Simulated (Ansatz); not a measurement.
**From Mg to Fe**

System: Mg (I4/mmm, 1 atom in the cell).
Method of run A: DFT PBEsol, scalar-relativistic, plane waves, PAW, no spin polarisation (Ansatz 0.2.0).
System of run B: Fe (I4/mmm, 1 atom in the cell).

On run A: The structure was made by swapping elements on the sites of another compound; it need not be a known phase. On run B: The structure was made by swapping elements on the sites of another compound; it need not be a known phase. It belongs to a series of runs on one base structure; here: Cu -> Fe on all its sites, cell and atoms relaxed. Text and figures count atoms from 1; the logs count them from 0 in places.

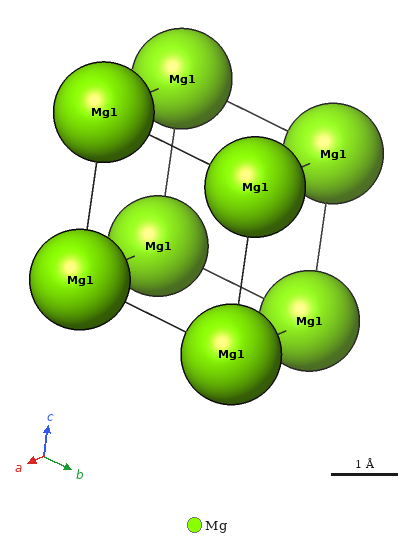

Figure 1. The starting structure (spheres-only view of the cell of the calculation, seen slightly off an axis; atoms are numbered from 1 in the order of the input). An atom can appear more than once, as a periodic image.

Input file, run A:
```yaml
crystal:
  lattice:
    - [-1.5109919964, 1.5109919964, 1.4220273727]
    - [1.5109919964, -1.5109919964, 1.4220273727]
    - [1.5109919964, 1.5109919964, -1.4220273727]
  atoms:
    - { symbol: Mg, position: [0.0, 0.0, 0.0] }
basis:
  ecutwfc: 420
kpoints:
  mp_grid: { grid: [10, 10, 10] }
hamiltonian:
  xc: pbesol
scf:
  occupations: { method: gaussian, width: 0.1 }
output:
  forces: true
  stress: true
  eigenvalues: true
relax:
  adjacent_minimum: "off"
  f_tol: 0.05
  max_steps: 60
  cell: { stress_tol: 0.5 }
```

Command:
```bash
ansatz run input.yaml --threads 1 --pin off --max-ram 2560MiB --backend cpu --events-out ev --progress --plain --runs-dir out
```

Hardware: 1 thread of Intel Xeon (Granite Rapids), 192 GiB of memory available, shared host.

Output, shortened to warnings, some set-up lines, iterations and results (run A):
```
Basis set: ecut = 420 eV, 241 PW (Γ), exchange–correlation on 36×36×36 points (8 copies of the dense FFT grid, shifted against one another)
Symmetry: 16 space group operations
k-points: 102 of 1000
Initial density: superposition of atomic densities (neutral atoms: chi_scale 0, normalization atom), corrected by the library's trained network
[...]
SCF iter   1: F=—  HF=-1910.913731 eV  |F-HF|=—  |Δ(HF+E_count)|=         —  Δρ=3.55e-3  dr2=6.11e-4  ethr=1.77e-3  ⟨swp⟩=5.0  Hψ=6276  notcnv=0
SCF iter   2: F=—  HF=-1910.912966 eV  |F-HF|=—  |Δ(HF+E_count)|=   7.65e-4  Δρ=1.21e-3  dr2=9.14e-5  ethr=6.11e-6  ⟨swp⟩=2.7  Hψ=2220  notcnv=0
SCF iter   3: F=—  HF=-1910.912895 eV  |F-HF|=—  |Δ(HF+E_count)|=   7.08e-5  Δρ=1.79e-4  dr2=3.14e-6  ethr=9.14e-7  ⟨swp⟩=2.0  Hψ=1327  notcnv=0  defer=1
SCF iter   4: F=-1910.912893 eV  HF=-1910.912893 eV  |F-HF|=1.12e-7  |Δ(HF+E_count)|=   2.18e-6  Δρ=3.56e-5  dr2=5.77e-8  ethr=3.14e-8  ⟨swp⟩=2.7  Hψ=1334  notcnv=0
SCF iter   5: F=-1910.912893 eV  HF=-1910.912893 eV  |F-HF|=6.59e-10  |Δ(HF+E_count)|=   6.83e-8  Δρ=2.74e-6  dr2=2.63e-10  ethr=5.77e-10  ⟨swp⟩=2.0  Hψ=1425  notcnv=0  …
[... 47 lines ...]
SCF iter   1: F=—  HF=-1912.028195 eV  |F-HF|=—  |Δ(HF+E_count)|=         —  Δρ=6.45e-5  dr2=1.99e-8  ethr=1.42e-8  ⟨swp⟩=3.6  Hψ=9152  notcnv=0
SCF iter   2: F=—  HF=-1912.028192 eV  |F-HF|=—  |Δ(HF+E_count)|=   3.25e-6  Δρ=3.23e-5  dr2=4.94e-9  ethr=1.99e-10  ⟨swp⟩=1.5  Hψ=1035  notcnv=0
SCF iter   3: F=-1912.028191 eV  HF=-1912.028191 eV  |F-HF|=2.27e-13  |Δ(HF+E_count)|=   7.26e-7  Δρ=1.24e-7  dr2=1.91e-12  ethr=1.00e-11  ⟨swp⟩=3.3  Hψ=3497  notcnv=0
SCF 9 converged in 3 iterations: F = -1912.028191 eV  dr2 = 1.91e-12
relax step   9: F+E_penalty+E_count = -1912.02819125 eV  Δ(F+E_penalty+E_count) = -8.947e-6 eV  max|allowed force component| = 0.000e0 eV/Å  Δτ_max = 0.0000 Å  P = +0.434 GPa …
basis re-selected at this cell: Δ(F+E_penalty+E_count) = -8.947e-6 eV, ΔP = -0.002 GPa vs the last step (what re-selecting the basis moved, of the pressure what is left beyond the Pulay correction that the steps carried, after the strain that the cell walked since its last selection, with what the …
SCF converged after 3 iterations
Free energy (F): -1912.028191 eV
Harris-Foulkes:  -1912.028191 eV  (|F-HF|=2.27e-13)
Internal energy: -1912.026650 eV  (E = F + TS)
E sigma→0 (E₀):  -1912.027421 eV
Entropy (-TS):   -0.001541 eV (-1.541 meV/atom)
Fermi energy:    5.996693 eV
--- Per-component energies (eV) ---
  E_band       = -353.788167
  E_kinetic    = 75.022835
  E_local      = -1608.821739  (includes V_loc(G=0)·N_el)
  E_nonlocal   = 96.420058
  E_hartree    = 573.533603
  E_xc         = -28.215270
  E_vxc        = -36.582948  (∫ρ·V_xc dr)
  E_paw        = -281.279213  (= ΣΔE_a)
  E_vpaw       = -26.893588  (= ΣTr[D̂ρ^β])
  E_aug_tail   = -0.000002  (compensation charges beyond the density's cutoff)
  E_ewald      = -738.745783
  E_core_change = 0.058862  (= ΣΔE_core)
  E_smearing   = -0.001541  (= −TS)
  E_closure    = 0.000000  (closes the sum)
  Σ components = -1912.028191   (vs F -1912.028191, Δ=0.00e0)
--- Forces (eV/Å), atoms counted from 1 ---
  atom   1  Mg     0.00000000     0.00000000    -0.00000000
  max |Σ_I F_I| component: 9.86e-32 eV/Å
--- Stress (GPa, compression-positive) ---
        0.405843       0.000000       0.000000
        0.000000       0.405843       0.000000
        0.000000       0.000000       0.489411
  P = ⅓ Tr σ = 0.4337 GPa (4.337 kbar)
--- Relaxed structure (7 steps of the walk, 7 accepted, 2 SCFs on fresh bases) ---
  F+E_penalty+E_count = -1912.02819125 eV   max|allowed force component| = 0.000e0 eV/Å   (the final SCF, on the basis selected at the relaxed cell)
  cell:  # Å, volume = 22.3052 Å³
    - [-1.8028153795763537, 1.8028153795763537, 1.7157075648564202]
    - [1.8028153795763537, -1.8028153795763537, 1.7157075648564202]
    - [1.8028153795763537, 1.8028153795763537, -1.7157075648564202]
  atoms:
    - { symbol: Mg, position: [0.0, 0.0, 0.0] }
```

For run B the input was changed thus:
```diff
-    - [-1.5109919964, 1.5109919964, 1.4220273727]
-    - [1.5109919964, -1.5109919964, 1.4220273727]
-    - [1.5109919964, 1.5109919964, -1.4220273727]
+    - [-1.4450917292, 1.4450917292, 1.3600072005]
+    - [1.4450917292, -1.4450917292, 1.3600072005]
+    - [1.4450917292, 1.4450917292, -1.3600072005]
-    - { symbol: Mg, position: [0.0, 0.0, 0.0] }
+    - { symbol: Fe, position: [0.0, 0.0, 0.0], spin: 2.42 }
+  populations: true
+magnetization:
+  spin_polarized: true
```

How does run B compare with run A?

The total energies belong to different systems, so their difference says nothing on which is more stable or more accurate. The pressure goes from 0.43 to −0.01 GPa. The volume per atom goes from 22.31 to 10.85 Å³. With spin allowed, the absolute moment of the cell comes to 2.22 μB. The number of SCF iterations is the same. On the same kind of shared host run B took about 1.4 times as long.

Output, shortened to warnings, some set-up lines, iterations and results (run B):
```
Basis set: ecut = 420 eV, 225 PW (Γ), exchange–correlation on 36×36×36 points (8 copies of the dense FFT grid, shifted against one another)
Symmetry: 16 space group operations
k-points: 102 of 1000
Initial density: superposition of atomic densities (chi_scale 0.1, normalization cell)
[...]
SCF iter   1: F=—  HF=-4449.036018 eV  |F-HF|=—  |Δ(HF+E_count)|=         —  Δρ=9.10e-2 (↑7.89e-2 ↓9.10e-2)  dr2=1.98e0  dr2_m=6.60e-2  M=2.140 μB ∫|m|=2.174 μB  β_m=0.30  …
SCF iter   2: F=—  HF=-4448.210862 eV  |F-HF|=—  |Δ(HF+E_count)|=   8.25e-1  Δρ=3.58e-2 (↑3.58e-2 ↓2.13e-2)  dr2=3.54e-2  dr2_m=7.12e-2  M=2.201 μB ∫|m|=2.260 μB  β_m=0.29  …
SCF iter   3: F=—  HF=-4448.433428 eV  |F-HF|=—  |Δ(HF+E_count)|=         —  Δρ=1.78e-2 (↑1.73e-2 ↓1.78e-2)  dr2=3.39e-3  dr2_m=2.94e-2  M=2.162 μB ∫|m|=2.224 μB  β_m=0.29  …
SCF iter   4: F=—  HF=-4448.581431 eV  |F-HF|=—  |Δ(HF+E_count)|=   1.48e-1  Δρ=1.35e-2 (↑1.35e-2 ↓1.30e-2)  dr2=3.39e-3  dr2_m=1.63e-2  M=2.155 μB ∫|m|=2.226 μB  β_m=0.63  …
SCF iter   5: F=—  HF=-4448.814733 eV  |F-HF|=—  |Δ(HF+E_count)|=   2.33e-1  Δρ=2.78e-3 (↑2.78e-3 ↓2.23e-3)  dr2=7.58e-4  dr2_m=3.53e-4  M=2.139 μB ∫|m|=2.237 μB  β_m=0.81  …
[... 39 lines ...]
SCF iter   4: F=—  HF=-4448.857055 eV  |F-HF|=—  |Δ(HF+E_count)|=   3.31e-8  Δρ=5.94e-6 (↑5.68e-6 ↓5.94e-6)  dr2=9.36e-9  dr2_m=7.05e-11  M=2.125 μB ∫|m|=2.220 μB  β_m=0.57  …
SCF iter   5: F=—  HF=-4448.857055 eV  |F-HF|=—  |Δ(HF+E_count)|=   6.32e-9  Δρ=1.34e-6 (↑8.45e-7 ↓1.34e-6)  dr2=3.63e-10  dr2_m=1.39e-11  M=2.125 μB ∫|m|=2.220 μB  β_m=0.79  …
SCF iter   6: F=-4448.857055 eV  HF=-4448.857055 eV  |F-HF|=5.68e-10  |Δ(HF+E_count)|=   2.42e-9  Δρ=1.60e-6 (↑1.60e-6 ↓1.31e-6)  dr2=6.71e-10  dr2_m=4.14e-12  M=2.125 μB …
SCF 5 converged in 6 iterations: F = -4448.857055 eV  dr2 = 6.71e-10
relax step   5: F+E_penalty+E_count = -4448.85705546 eV  Δ(F+E_penalty+E_count) = +2.280e-4 eV  max|allowed force component| = 0.000e0 eV/Å  Δτ_max = 0.0000 Å  P = -0.011 GPa …
basis re-selected at this cell: Δ(F+E_penalty+E_count) = +2.280e-4 eV, ΔP = +0.018 GPa vs the last step (what re-selecting the basis moved, of the pressure what is left beyond the Pulay correction that the steps carried, after the strain that the cell walked since its last selection, with what the …
SCF converged after 6 iterations
Magnetization: 2.1245 μB (9.0623 up, 6.9377 down)
Absolute magnetization: 2.2204 μB (∫|ρ↑−ρ↓|, with the PAW one-centre terms)
Spin contamination: 0.0293 ħ² per cell (⟨S²⟩ above its minimum at these occupations)
Per-site moments (μB) at R_I (Å): [(2.158200365753907, 0.9964020608197877)]
Free energy (F): -4448.857055 eV
Harris-Foulkes:  -4448.857055 eV  (|F-HF|=5.68e-10)
Internal energy: -4448.851938 eV  (E = F + TS)
E sigma→0 (E₀):  -4448.854497 eV
Entropy (-TS):   -0.005117 eV (-5.117 meV/atom)
Fermi energy:    19.547649 eV
--- Per-component energies (eV) ---
  E_band       = -197.084144
  E_kinetic    = 352.111835
  E_local      = -2006.961474  (includes V_loc(G=0)·N_el)
  E_nonlocal   = 219.117391
  E_hartree    = 843.856448
  E_xc         = -117.692876
  E_vxc        = -152.196671  (∫ρ·V_xc dr)
  E_paw        = -1334.592989  (= ΣΔE_a)
  E_vpaw       = -296.867404  (= ΣTr[D̂ρ^β])
  E_aug_tail   = 0.000798  (compensation charges beyond the density's cutoff)
  E_ewald      = -2404.870273
  E_core_change = 0.179202  (= ΣΔE_core)
  E_smearing   = -0.005117  (= −TS)
  E_closure    = 0.000000  (closes the sum)
  Σ components = -4448.857055   (vs F -4448.857055, Δ=0.00e0)
--- Forces (eV/Å), atoms counted from 1 ---
  atom   1  Fe    -0.00000000     0.00000000     0.00000000
  max |Σ_I F_I| component: 1.60e-31 eV/Å
--- Stress (GPa, compression-positive) ---
       -0.018464       0.000000       0.000000
        0.000000      -0.018464      -0.000000
        0.000000      -0.000000       0.004810
  P = ⅓ Tr σ = -0.0107 GPa (-0.107 kbar)
--- Relaxed structure (4 steps of the walk, 4 accepted, 1 SCFs on fresh bases) ---
  F+E_penalty+E_count = -4448.85705546 eV   max|allowed force component| = 0.000e0 eV/Å   (the final SCF, on the basis selected at the relaxed cell)
  cell:  # Å, volume = 10.8495 Å³
    - [-1.3946601853975849, 1.3946601853975849, 1.3944832437972619]
    - [1.3946601853975849, -1.3946601853975849, 1.3944832437972619]
[...]
```

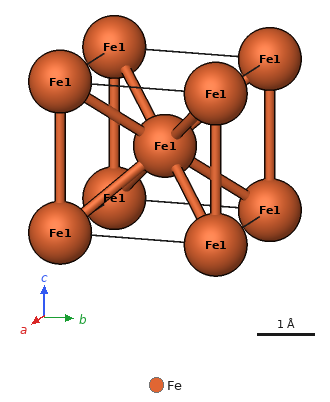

Figure 2. The input structure of run B (ball-and-stick view of the cell 2 times as large as that of the calculation, set on its symmetry axes, seen slightly off an axis; atoms are numbered from 1 in the order of the input). An atom can appear more than once, as a periodic image.

The two runs side by side:

| quantity | run A | run B |
| --- | --- | --- |
| outcome | converged | converged |
| free energy per atom (eV) | −1912.0282 | −4448.8571 |
| energy per atom, smearing taken to zero (eV) | −1912.0274 | −4448.8545 |
| gap on the mesh (eV) | 0.00 | 0.00 |
| pressure (GPa) | 0.43 | −0.01 |
| volume per atom (Å³) | 22.31 | 10.85 |
| largest force (eV/Å) | 0.000 | 0.000 |
| SCF iterations | 39 | 39 |
| irreducible k-points | 102 | 102 |
| net moment of the cell (μB) | – | 2.12 |
| absolute moment of the cell (μB) | – | 2.22 |
| wall time (shared host) | 5.6 s | 7.9 s |
